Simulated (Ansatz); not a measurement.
# Single-point calculation of MoS₂

- system: MoS₂ (3 atoms in the cell)
- method: DFT PBE+D3(BJ), scalar-relativistic, plane waves, PAW, no spin polarisation (Ansatz 0.2.0)

The structure derives from an entry of the Crystallography Open Database. It belongs to a series of runs on one base structure; here: mode 4 (286.1 1/cm) frozen in, largest displacement -0.200 A. Figures and captions count atoms from 1; the log counts them from 0 in places.

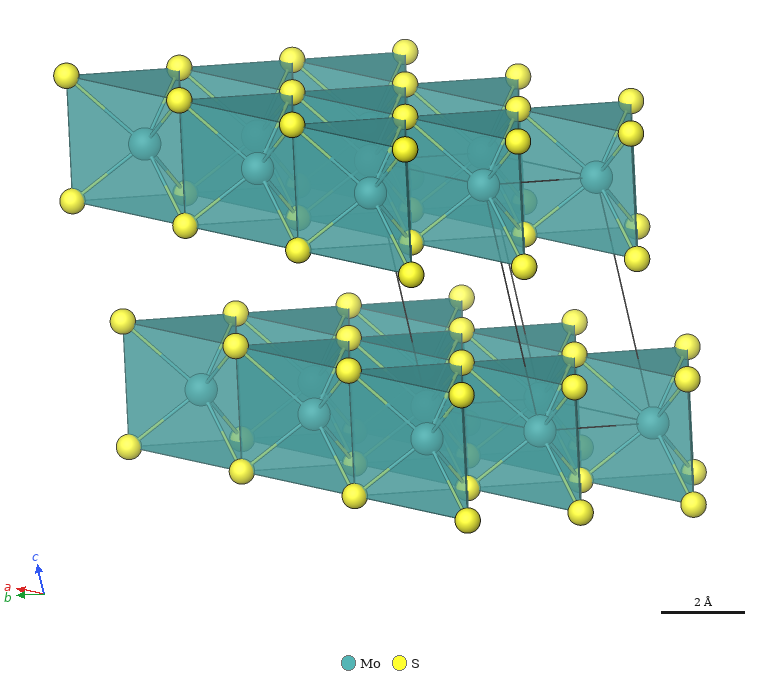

**Figure 1.** The structure as given in the input (polyhedral view of the cell of the calculation, set on other vectors, repeated 2 × 2 × 1, seen at an oblique angle; polyhedra are completed across the faces of the cell). An atom can appear more than once, as a periodic image.

### Input
```yaml
crystal:
  lattice:
    - [1.5764743789, 0.910177907, 5.9965349857]
    - [-1.5764743789, 0.910177907, 5.9965349857]
    - [0.0, -1.8203558141, 5.9965349857]
  atoms:
    - { symbol: Mo, position: [7.4748e-05, 1.8707e-06, -2.48042e-05] }
    - { symbol: S, position: [0.8241370739, 0.734647822, 0.7018924824] }
    - { symbol: S, position: [0.5089736374, 0.5986809984, 0.6315161714] }
basis:
  ecutwfc: 420
kpoints:
  mp_grid: { grid: [12, 12, 12] }
hamiltonian:
  xc: pbe
  dispersion: d3bj
scf:
  occupations: { method: gaussian, width: 0.05 }
output:
  forces: true
  stress: true
  eigenvalues: true
  write_density: true
  write_potential: true
  elf: true
  volumetric_format: npy
```

Run on 2 threads of Intel Xeon @ 2.50GHz (Skylake/Cascade Lake), 189 GiB of memory available, shared host.

Run as:
```bash
ansatz run input.yaml --threads 2 --pin off --max-ram 5120MiB --backend cpu --events-out ev --progress --plain --runs-dir out
```

### What the program printed
```
basis.fft_grid_basis auto: the FFT boxes are laid along the combinations [[1, -1, 0], [0, 1, 0], [0, -1, 1]] of the cell's own vectors, 3.153, 6.267 and 3.153 Å long. The dense box has 24×45×24 points. Along the cell's own vectors, as sized, it would have 45×45×45, 3.52 times as many. basis.fft_grid_basis: typed keeps the cell's own vectors: state it where this run's energies or levels are differenced outside the engine with another run's, or held beside a run that keeps those vectors. Those combinations have planes normal to reciprocal vector 3, as the cell's own vectors have. Each planar average written beside output.write_density, output.write_potential has a row for each plane of the box: 24. The volumetric files lie along those combinations, not along the cell's own vectors: a cube or XSF file states them, and fields.json those of NumPy files.
Engine: ansatz 0.2.0, x86_64-unknown-linux-gnu
Pseudopotentials: kind: paw
Pseudopotential: Mo, paw, valence charge 14, recommended cutoff 420 eV (normal), Mo.paw.azcp
Pseudopotential: S, paw, valence charge 6, recommended cutoff 420 eV (normal), S.paw.azcp
Functional definition: PBE
  parameter kappa = 0.804
  parameter beta = 0.06672455060314922
  exchange = pbe_x(kappa = kappa, mu = beta*pi^2/3)
  correlation = pbe_c(beta = beta)
Crystal: 3 atoms, lattice volume = 51.626 Å³
Basis set: ecut = 420 eV, 999 PW (Γ), FFT grids on a1−a2, a2, −a2+a3, exchange–correlation on 48×90×48 points (8 copies of the dense FFT grid, shifted against one another)
Bands: 17, of which v1, the nominal top of the filled ones, is band 13 counted from 1 (12 counted from 0)
Symmetry: 1 space group operations
Space group: P1 (ITA 1), of the structure as read, at distance tolerance 3.7e-5 Å
k-points: 868 of 1728 (time reversal used)
Non-local potential: Mo, projectors of the file, l = 0: 3, l = 1: 2, l = 2: 2, l = 3: 1
Non-local potential: S, projectors of the file, l = 0: 2, l = 1: 2, l = 2: 2
PAW form: soft (Blöchl's): semilocal exchange-correlation on the pseudo side does not see the compensation charge
PAW one-centre angular grid: Mo, 590 points (default); XC on 64 Gauss nodes
PAW one-centre angular grid: S, 110 points (default); XC on 64 Gauss nodes
Initial density: superposition of atomic densities (neutral atoms: chi_scale 0, normalization atom), corrected by the library's trained network
Initial wavefunctions: pseudopotential atomic-orbital guess
Functional: x = pbe(κ = 0.804, μ = 0.2195149727645171), c = pbe(β = 0.06672455060314922)
SCF iter   1: F=—  HF=-6763.660620 eV  |F-HF|=—  |Δ(HF+E_count)|=         —  Δρ=5.75e-3  dr2=5.86e-3  ethr=1.77e-3  ⟨swp⟩=6.0  Hψ=80794  notcnv=0
preconditioner: auto → none  [insulator: Δε(μ)=0.651 eV  Ē_g=8.184 eV  σ=0.050 eV  W_gap=1.00  n_scr=16 (ndim 8)  ℏωp=21.9 eV  f_vac=0.006  D(μ)=0.00/eV (n_scr^D=0)  ε∞_Penn≈8.2]
SCF iter   2: F=—  HF=-6763.664150 eV  |F-HF|=—  |Δ(HF+E_count)|=   3.53e-3  Δρ=2.94e-3  dr2=1.14e-3  ethr=2.25e-5  ⟨swp⟩=2.4  Hψ=30714  notcnv=0
SCF iter   3: F=—  HF=-6763.666135 eV  |F-HF|=—  |Δ(HF+E_count)|=   1.98e-3  Δρ=5.79e-4  dr2=5.02e-4  ethr=4.38e-6  ⟨swp⟩=2.0  Hψ=22340  notcnv=0
SCF iter   4: F=—  HF=-6763.666051 eV  |F-HF|=—  |Δ(HF+E_count)|=   8.32e-5  Δρ=1.06e-4  dr2=4.24e-6  ethr=1.93e-6  ⟨swp⟩=2.0  Hψ=20806  notcnv=0
SCF iter   5: F=—  HF=-6763.666052 eV  |F-HF|=—  |Δ(HF+E_count)|=   2.36e-7  Δρ=2.00e-5  dr2=1.55e-7  ethr=1.63e-8  ⟨swp⟩=2.0  Hψ=22546  notcnv=0
SCF iter   6: F=-6763.666052 eV  HF=-6763.666052 eV  |F-HF|=2.95e-9  |Δ(HF+E_count)|=   1.31e-7  Δρ=5.58e-6  dr2=1.55e-8  ethr=3.85e-10  ⟨swp⟩=10.4  Hψ=109172  notcnv=0
SCF 1 converged in 6 iterations: F = -6763.666052 eV  dr2 = 1.55e-8
  greatest PAW one-centre occupation: 0.998 electrons in one spin orbital (limit 2), on the Mo atom at site 0 (counted from 0), in its partial waves of l = 0
SCF converged after 6 iterations
Free energy (F): -6763.666052 eV
Harris-Foulkes:  -6763.666052 eV  (|F-HF|=2.95e-9)
Internal energy: -6763.666052 eV  (E = F + TS)
E sigma→0 (E₀):  -6763.666052 eV
Fermi energy:    12.038700 eV
--- Per-component energies (eV) ---
  E_band       = -140.844019
  E_kinetic    = 658.309121
  E_local      = -1856.741756  (includes V_loc(G=0)·N_el)
  E_nonlocal   = 199.621092
  E_hartree    = 708.791649
  E_xc         = -379.236497
  E_vxc        = -406.002081  (∫ρ·V_xc dr)
  E_paw        = -4401.748076  (= ΣΔE_a)
  E_vpaw       = -153.618025  (= ΣTr[D̂ρ^β])
  E_aug_tail   = 0.000046  (compensation charges beyond the density's cutoff)
  E_ewald      = -1691.340082
  E_disp       = -1.321550  (pairwise vdW)
  E_smearing   = -0.000000  (= −TS)
  E_closure    = -0.000000  (closes the sum)
  Σ components = -6763.666052   (vs F -6763.666052, Δ=0.00e0)
--- Forces (eV/Å), atoms counted from 1 ---
  atom   1  Mo    -0.59894017    -0.00163801     0.10565215
  atom   2  S     -1.06441691    -1.34324800     0.39592580
  atom   3  S      1.66336560     1.34488277    -0.50157972
  max |Σ_I F_I| component: 8.52e-6 eV/Å
--- Stress (GPa, compression-positive) ---
        1.717026       0.151162     -11.878197
        0.151162       1.293351     -12.144061
      -11.878197     -12.144061       4.974957
  P = ⅓ Tr σ = 2.6618 GPa (26.618 kbar)
--- Band table (eV; the first three rows and the last of 868) ---
  k-point 0: bands = ["-49.9666", "-24.1533", "-23.8967", "-23.8911", "-3.5849", "-1.7767", "4.4637", "8.1431", "8.1822", "9.1525", "9.3432", "10.4297", "10.6751", "13.2552", "13.3339", "14.1874", "14.2581"]
  k-point 1: bands = ["-49.9638", "-24.1481", "-23.9224", "-23.8997", "-3.4756", "-1.7444", "4.5902", "7.9334", "8.2350", "8.9708", "9.1197", "10.2414", "10.8924", "13.0892", "13.4078", "13.9233", "14.2801"]
  k-point 2: bands = ["-49.9560", "-24.1345", "-23.9974", "-23.9172", "-3.1636", "-1.6518", "4.9171", "7.4001", "8.1300", "8.5396", "8.9220", "10.0601", "10.8118", "12.8044", "13.2190", "13.9512", "14.4022"]
  k-point 867: bands = ["-49.9666", "-24.1534", "-23.8967", "-23.8911", "-3.2037", "-2.3910", "5.7341", "7.4744", "8.1798", "8.5484", "9.3324", "9.3763", "11.7162", "13.3192", "13.3936", "14.0709", "14.1447"]
```

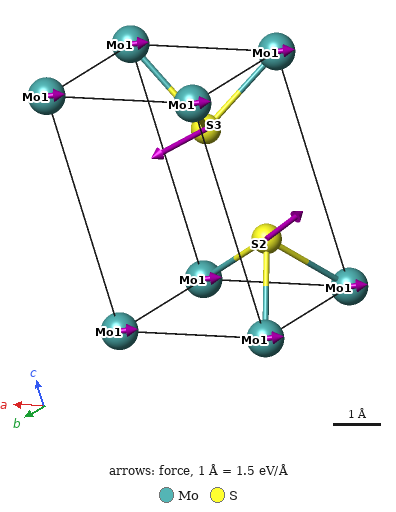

**Figure 2.** Forces on the atoms as pink arrows (ball-and-stick view of the cell of the calculation, set on other vectors, seen at an oblique angle; atoms are numbered from 1 in the order of the input). The largest act on S3 (2.20 eV/Å); S2 (1.76 eV/Å). The geometry is not a stationary point of this energy.

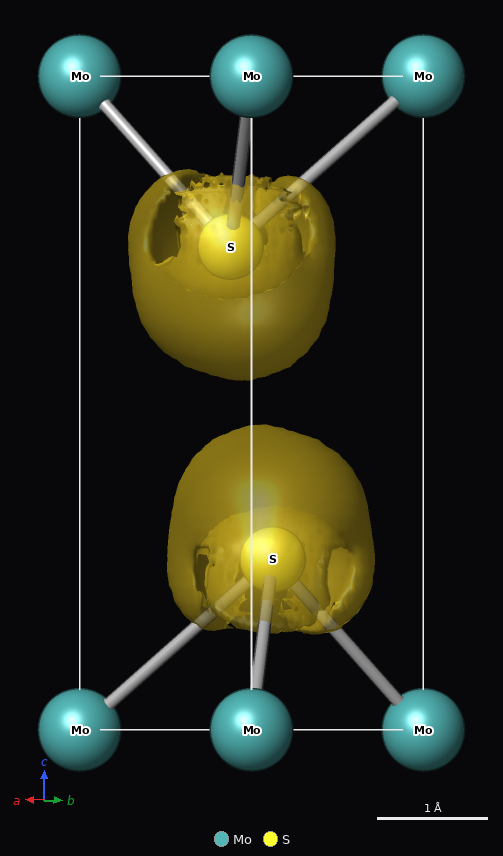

**Figure 3.** Isosurface of the ELF at 0.8 (yellow), seen along [110]. Core shells and regions of very low density are left out. Sticks mark near contacts. The outline is the cell set on symmetry axes. Profiles from the grid: Mo–S (2.26 Å): the ELF is about 0.45 at the midpoint. Mo–S (2.30 Å): the ELF is about 0.45 at the midpoint. The fields are those of the smooth PAW valence density.

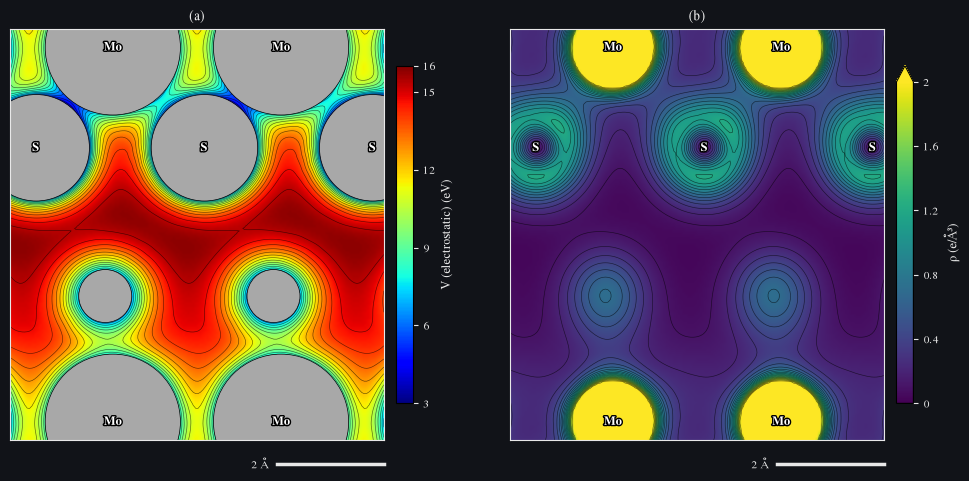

**Figure 4.** (a) electrostatic potential energy of an electron; (b) valence charge density (pseudo) on the (011̄) plane of the conventional cell. Grey discs, where drawn, cover atomic cores. Mo–S (2.37 Å): ρ at the midpoint is about 0.65 e/Å³. Away from the nuclei the density in this plane falls to 0.03 e/Å³ at its lowest. Outside the cores the potential energy rises away from the atoms and is highest about 1.9 Å from the nearest atoms; outside the discs it spans about 12 eV, and its zero is arbitrary.

### Summary

```json
{"quantity": "outcome", "value": "converged"}
{"quantity": "space group (tolerance 0.01 Å)", "value": "P1 (1)"}
{"quantity": "electrons treated", "value": "26"}
{"quantity": "free energy", "value": "−6763.6661 eV"}
{"quantity": "Fermi energy", "value": "12.039 eV"}
{"quantity": "gap on the k-point mesh", "value": "0.65 eV"}
{"quantity": "pressure", "value": "2.66 GPa"}
{"quantity": "largest force (length of the vector)", "value": "2.197 eV/Å"}
{"quantity": "wall time", "value": "1.8 min (CPU time 3.5 min)"}
{"quantity": "peak memory", "value": "0.99 GiB"}
```
